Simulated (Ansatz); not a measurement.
## C: geometry relaxation (part 3 of 3)

The same run, continued: C (slab, 12 atoms in the cell); DFT PBEsol, scalar-relativistic, plane waves, PAW, no spin polarisation (Ansatz 0.2.0); cutoff 420 eV, 11×8×1 k-mesh, Gaussian smearing of 0.05 eV. The structure derives from an entry of the Crystallography Open Database. The input holds or restrains some coordinates. Forces given for the steps count only the free coordinates. It belongs to a series of runs on one base structure; here: clean slab, lower half held.

Geometry of the input (Å; fractional positions):
```
2.5129  0.0000  0.0000
0.0000  3.5538  0.0000
0.0000  0.0000  23.2823
C  0.5000  0.0000  0.3651
C  0.0000  0.2500  0.3651
C  0.0000  0.5000  0.4191
C  0.5000  0.7500  0.4191
C  0.5000  0.0000  0.4730
C  0.0000  0.2500  0.4730
C  0.0000  0.5000  0.5270
C  0.5000  0.7500  0.5270
C  0.5000  0.0000  0.5809
C  0.0000  0.2500  0.5809
C  0.0000  0.5000  0.6349
C  0.5000  0.7500  0.6349
```

### Output, continued
```
Entropy (-TS):   -0.002997 eV (-0.250 meV/atom)
Fermi energy:    0.518673 eV
Dipole field:    D = 0.027237 V/Å  (p = 0.031297 e·Å, saw-weighted, corrected)
Work function:   Φ+ = 5.4756 eV   Φ− = 6.1097 eV
Levels:          The Fermi level and band energies are counted from a zero that moves with the ramp; work functions are not
--- Per-component energies (eV) ---
  E_band       = -405.619310
  E_kinetic    = 1093.112227
  E_local      = -42800.177874  (includes V_loc(G=0)·N_el)
  E_nonlocal   = 322.597061
  E_hartree    = 20887.129196
  E_xc         = -574.658322
  E_vxc        = -714.973960  (∫ρ·V_xc dr)
  E_paw        = -1143.328545  (= ΣΔE_a)
  E_vpaw       = -80.469301  (= ΣTr[D̂ρ^β])
  E_aug_tail   = 0.000099  (compensation charges beyond the density's cutoff)
  E_efield     = 0.000426  (sawtooth field / dipole correction)
  E_vefield    = 0.034169  (∫n·V_field dr)
  E_ewald      = 19262.154244
  E_core_change = 0.253206  (= ΣΔE_core)
  E_smearing   = -0.002997  (= −TS)
  E_closure    = -0.000000  (closes the sum)
  Σ components = -2952.921278   (vs F -2952.921278, Δ=0.00e0)
--- Forces (eV/Å), atoms counted from 1 ---
  atom   1  C      0.00000000     4.45995706     1.16245114
  atom   2  C      0.00000000    -4.45995706     1.16245114
  atom   3  C      0.00000000     1.03813964    -1.20762989
  atom   4  C      0.00000000    -1.03813964    -1.20762989
  atom   5  C      0.00000000     0.46821460     0.04738930
  atom   6  C      0.00000000    -0.46821460     0.04738930
  atom   7  C      0.00000000    -0.00356148    -0.00220560
  atom   8  C      0.00000000     0.00356148    -0.00220560
  atom   9  C      0.00000000    -0.00026491     0.00173578
  atom  10  C      0.00000000     0.00026491     0.00173578
  atom  11  C      0.00000000    -0.01090477    -0.00174211
  atom  12  C      0.00000000     0.01090477    -0.00174211
  max |Σ_I F_I| component: 2.77e-6 eV/Å
--- Band table (eV; the first three rows and the last of 30) ---
  k-point 0: bands = ["-21.2846", "-19.9083", "-17.6466", "-14.8629", "-12.9336", "-12.5648", "-12.4886", "-11.2584", "-9.0243", "-8.7277", "-8.1314", "-6.4506", "-6.1151", "-5.8898", "-5.8516", "-5.3947", "-3.7927", "-3.4446", "-2.6405", "-2.2594", "-1.1385", "-0.7058", "-0.1221", "0.6948", "2.2877", "3.6737", "5.0111", "5.4832", "6.0337", "6.1042", "6.2468", "6.6520", "6.8703", "7.1719", "7.6659", "7.7714"]
  k-point 1: bands = ["-21.1404", "-19.7676", "-17.5165", "-14.8219", "-14.5053", "-13.5981", "-11.0508", "-10.6716", "-10.1348", "-8.0554", "-7.2171", "-7.0319", "-6.3201", "-5.6893", "-5.2783", "-5.0941", "-3.7314", "-3.1917", "-2.9416", "-2.3475", "-1.3825", "-0.4947", "-0.2166", "0.4333", "2.0953", "3.2232", "5.0251", "5.7209", "6.1048", "6.3180", "6.7591", "6.8542", "7.2317", "7.3832", "7.6207", "7.7428"]
  k-point 2: bands = ["-20.7090", "-19.3481", "-17.1351", "-16.2149", "-15.1638", "-14.6277", "-11.5250", "-10.7128", "-8.8729", "-8.4918", "-6.6743", "-6.1922", "-5.9361", "-5.0212", "-4.9380", "-4.5668", "-3.5781", "-3.4604", "-2.6648", "-2.3148", "-2.0157", "-1.2293", "0.0147", "0.2872", "1.5430", "2.3965", "5.1866", "6.2901", "6.3996", "6.8953", "7.1545", "7.4439", "7.8067", "7.9042", "7.9372", "8.1682"]
  k-point 29: bands = ["-15.7425", "-15.6095", "-14.5227", "-14.3858", "-13.1373", "-13.0051", "-12.6877", "-12.3502", "-12.0022", "-11.8923", "-10.8138", "-10.4353", "-7.9878", "-7.8397", "-6.8227", "-6.6963", "-5.3326", "-5.3138", "-4.4878", "-4.3958", "-3.4719", "-3.4185", "0.4632", "0.5002", "0.9539", "1.3090", "8.0872", "8.1184", "8.9849", "9.0697", "9.4653", "9.4770", "9.9996", "10.0720", "10.6280", "10.7707"]
--- Relaxed structure (7 steps of the walk, 6 accepted, 0 SCFs on fresh bases) ---
  F+E_penalty+E_count = -2952.92127836 eV   max|allowed force component| = 1.090e-2 eV/Å
  atoms:
    - { symbol: C, position: [0.5, 0.0, 0.36508410350000003] }
    - { symbol: C, position: [0.0, 0.25, 0.36508410350000003] }
    - { symbol: C, position: [0.0, 0.5, 0.4190504621000001] }
    - { symbol: C, position: [0.5, 0.75, 0.4190504621000001] }
    - { symbol: C, position: [0.5, 0.0, 0.47301682070000006] }
    - { symbol: C, position: [0.0, 0.25, 0.47301682070000006] }
    - { symbol: C, position: [-7.664103706357503e-35, 0.5012213657209061, 0.526744057079233] }
    - { symbol: C, position: [0.5, 0.7487786342790939, 0.526744057079233] }
    - { symbol: C, position: [0.5, 0.009793766121654323, 0.5821259791089467] }
    - { symbol: C, position: [-1.9160259265893759e-35, 0.24020623387834567, 0.5821259791089467] }
    - { symbol: C, position: [-1.437019444942032e-35, 0.5296167300362015, 0.6274112521764819] }
    - { symbol: C, position: [0.5, 0.7203832699637986, 0.6274112521764819] }
```

### Trajectory as extended XYZ (Å, eV, eV/Å), 7 frames, from step=1 to step=7
```
12
Lattice="2.5129 0.0000 0.0000 0.0000 3.5538 0.0000 0.0000 0.0000 23.2823" Properties=species:S:1:pos:R:3:forces:R:3 step=1 energy=-2952.04779
C     1.2565    0.0000    8.5000    0.0000   4.4484   1.1882
C     0.0000    0.8885    8.5000    0.0000  -4.4484   1.1882
C     0.0000    1.7769    9.7565    0.0000   1.0586  -1.1911
C     1.2565    2.6654    9.7565    0.0000  -1.0586  -1.1911
C     1.2565    0.0000   11.0129    0.0000   0.4563   0.0482
C     0.0000    0.8885   11.0129    0.0000  -0.4563   0.0482
C     0.0000    1.7769   12.2694    0.0000   0.4563  -0.0482
C     1.2565    2.6654   12.2694    0.0000  -0.4563  -0.0482
C     1.2565    0.0000   13.5258    0.0000   1.0585   1.1911
C     0.0000    0.8885   13.5258    0.0000  -1.0585   1.1911
C     0.0000    1.7769   14.7823    0.0000   4.4484  -1.1882
C     1.2565    2.6654   14.7823    0.0000  -4.4484  -1.1882
12
Lattice="2.5129 0.0000 0.0000 0.0000 3.5538 0.0000 0.0000 0.0000 23.2823" Properties=species:S:1:pos:R:3:forces:R:3 step=2 energy=-2952.67244
C     1.2565    0.0000    8.5000    0.0000   4.4675   1.1729
C     0.0000    0.8885    8.5000    0.0000  -4.4675   1.1729
C     0.0000    1.7769    9.7565    0.0000   1.0501  -1.1898
C     1.2565    2.6654    9.7565    0.0000  -1.0501  -1.1898
C     1.2565    0.0000   11.0129    0.0000   0.4504   0.0168
C     0.0000    0.8885   11.0129    0.0000  -0.4504   0.0168
C     0.0000    1.7785   12.2679    0.0000   0.3577  -0.1870
C     1.2565    2.6637   12.2679    0.0000  -0.3577  -0.1870
C     1.2565    0.0139   13.5217    0.0000   0.7829   1.2215
C     0.0000    0.8745   13.5217    0.0000  -0.7829   1.2215
C     0.0000    1.8386   14.6966    0.0000   2.0315  -1.0347
C     1.2565    2.6037   14.6966    0.0000  -2.0315  -1.0347
12
Lattice="2.5129 0.0000 0.0000 0.0000 3.5538 0.0000 0.0000 0.0000 23.2823" Properties=species:S:1:pos:R:3:forces:R:3 step=3 energy=-2952.69428
C     1.2565    0.0000    8.5000    0.0000   4.4557   1.1621
C     0.0000    0.8885    8.5000    0.0000  -4.4557   1.1621
C     0.0000    1.7769    9.7565    0.0000   1.0206  -1.2143
C     1.2565    2.6654    9.7565    0.0000  -1.0206  -1.2143
C     1.2565    0.0000   11.0129    0.0000   0.4474   0.1668
C     0.0000    0.8885   11.0129    0.0000  -0.4474   0.1668
C     0.0000    1.7823   12.2682    0.0000  -0.2519  -0.2658
C     1.2565    2.6600   12.2682    0.0000   0.2519  -0.2658
C     1.2565    0.0481   13.5891    0.0000   0.2598  -1.6938
C     0.0000    0.8403   13.5891    0.0000  -0.2598  -1.6938
C     0.0000    1.9030   14.5162    0.0000  -0.1442   1.8442
C     1.2565    2.5393   14.5162    0.0000   0.1442   1.8442
12
Lattice="2.5129 0.0000 0.0000 0.0000 3.5538 0.0000 0.0000 0.0000 23.2823" Properties=species:S:1:pos:R:3:forces:R:3 step=4 energy=-2952.65086 accepted=F
C     1.2565    0.0000    8.5000    0.0000   4.4570   1.1757
C     0.0000    0.8885    8.5000    0.0000  -4.4570   1.1757
C     0.0000    1.7769    9.7565    0.0000   1.0258  -1.3969
C     1.2565    2.6654    9.7565    0.0000  -1.0258  -1.3969
C     1.2565    0.0000   11.0129    0.0000   0.9212  -0.3535
C     0.0000    0.8885   11.0129    0.0000  -0.9212  -0.3535
C     0.0000    1.7831   12.2108    0.0000   0.2913   1.9245
C     1.2565    2.6592   12.2108    0.0000  -0.2913   1.9245
C     1.2565    0.0337   13.6539    0.0000   0.4142  -1.3898
C     0.0000    0.8547   13.6539    0.0000  -0.4142  -1.3898
C     0.0000    1.8944   14.6618    0.0000  -0.5229   0.0402
C     1.2565    2.5478   14.6618    0.0000   0.5229   0.0402
12
Lattice="2.5129 0.0000 0.0000 0.0000 3.5538 0.0000 0.0000 0.0000 23.2823" Properties=species:S:1:pos:R:3:forces:R:3 step=5 energy=-2952.91448
C     1.2565    0.0000    8.5000    0.0000   4.4619   1.1616
C     0.0000    0.8885    8.5000    0.0000  -4.4619   1.1616
C     0.0000    1.7769    9.7565    0.0000   1.0277  -1.2254
C     1.2565    2.6654    9.7565    0.0000  -1.0277  -1.2254
C     1.2565    0.0000   11.0129    0.0000   0.4703   0.0013
C     0.0000    0.8885   11.0129    0.0000  -0.4703   0.0013
C     0.0000    1.7840   12.2602    0.0000  -0.1924  -0.0089
C     1.2565    2.6582   12.2602    0.0000   0.1924  -0.0089
C     1.2565    0.0404   13.5502    0.0000  -0.2790  -0.1655
C     0.0000    0.8480   13.5502    0.0000   0.2790  -0.1655
C     0.0000    1.8849   14.5859    0.0000  -0.0455   0.2369
C     1.2565    2.5574   14.5859    0.0000   0.0455   0.2369
12
Lattice="2.5129 0.0000 0.0000 0.0000 3.5538 0.0000 0.0000 0.0000 23.2823" Properties=species:S:1:pos:R:3:forces:R:3 step=6 energy=-2952.92095
C     1.2565    0.0000    8.5000    0.0000   4.4594   1.1627
C     0.0000    0.8885    8.5000    0.0000  -4.4594   1.1627
C     0.0000    1.7769    9.7565    0.0000   1.0401  -1.2041
C     1.2565    2.6654    9.7565    0.0000  -1.0401  -1.2041
C     1.2565    0.0000   11.0129    0.0000   0.4699   0.0541
C     0.0000    0.8885   11.0129    0.0000  -0.4699   0.0541
C     0.0000    1.7803   12.2644    0.0000   0.0561  -0.0005
C     1.2565    2.6619   12.2644    0.0000  -0.0561  -0.0005
C     1.2565    0.0331   13.5542    0.0000   0.1114   0.0154
C     0.0000    0.8554   13.5542    0.0000  -0.1114   0.0154
C     0.0000    1.8824   14.6107    0.0000  -0.0468  -0.0276
C     1.2565    2.5598   14.6107    0.0000   0.0468  -0.0276
12
Lattice="2.5129 0.0000 0.0000 0.0000 3.5538 0.0000 0.0000 0.0000 23.2823" Properties=species:S:1:pos:R:3:forces:R:3 step=7 energy=-2952.92128
C     1.2565    0.0000    8.5000    0.0000   4.4600   1.1625
C     0.0000    0.8885    8.5000    0.0000  -4.4600   1.1625
C     0.0000    1.7769    9.7565    0.0000   1.0381  -1.2076
C     1.2565    2.6654    9.7565    0.0000  -1.0381  -1.2076
C     1.2565    0.0000   11.0129    0.0000   0.4682   0.0474
C     0.0000    0.8885   11.0129    0.0000  -0.4682   0.0474
C     0.0000    1.7812   12.2638    0.0000  -0.0036  -0.0022
C     1.2565    2.6610   12.2638    0.0000   0.0036  -0.0022
C     1.2565    0.0348   13.5532    0.0000  -0.0003   0.0017
C     0.0000    0.8536   13.5532    0.0000   0.0003   0.0017
C     0.0000    1.8822   14.6076    0.0000  -0.0109  -0.0017
C     1.2565    2.5601   14.6076    0.0000   0.0109  -0.0017
```

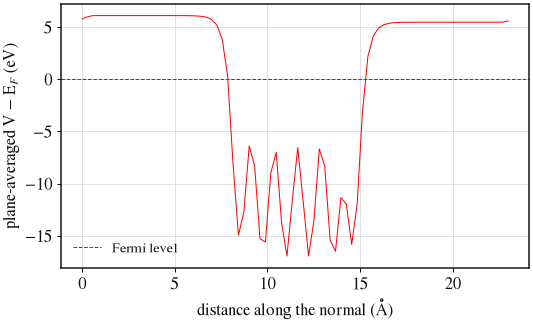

Plane average of the electrostatic potential energy of an electron across the cell, from the Fermi level. The vacuum level lies 5.48 eV above the Fermi level on the upper side and 6.11 eV on the lower.

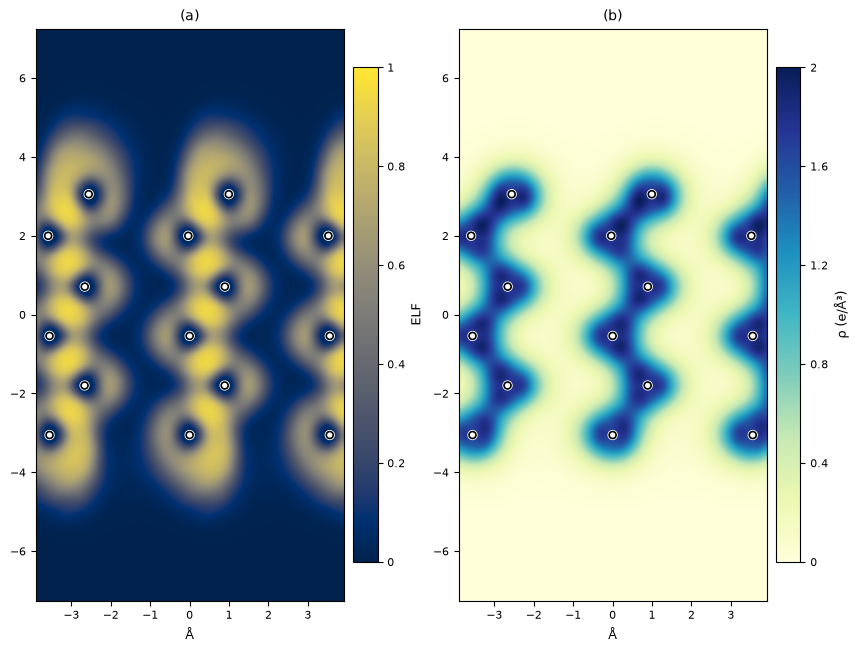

(a) ELF; (b) valence charge density (pseudo) on the (100) plane of the calculation cell, a cut from vacuum to vacuum. Circles mark the nuclei in the plane (C). Atoms in the plane: C. C–C (1.47 Å): ρ is about 1.8 e/Å³ halfway; the ELF peaks at about 0.95 between the atoms, which marks a covalent bond. C–C (1.54 Å): ρ is about 1.6 e/Å³ halfway; the ELF peaks at about 0.95 between the atoms (a shared electron pair). C–C (1.59 Å): ρ is about 1.5 e/Å³ halfway; the ELF peaks at about 0.95 between the atoms (localised, shared-pair bonding). The density dies away to nearly zero in the vacuum. The fields are those of the smooth PAW valence density.

### Key numbers

- outcome: converged under the restraints of the input
- electrons treated: 48
- free energy: −2952.9213 eV
- work function, top face: 5.48 eV
- work function, bottom face: 6.11 eV
- Fermi energy: 0.519 eV
- gap on the k-point mesh: none (metallic)
- final volume: 207.92 Å³
- work function (upper face): 5.48 eV
- largest force (length of the vector) at the end, held atoms and coordinates included: 4.609 eV/Å
- hardware: 1 thread of Arm Neoverse V2, 24 GiB of memory available, shared host
- wall time: 2.8 min
- peak memory: 0.48 GiB

### Remarks

The program warns: the exchange-correlation potential is rough where the density is thin.
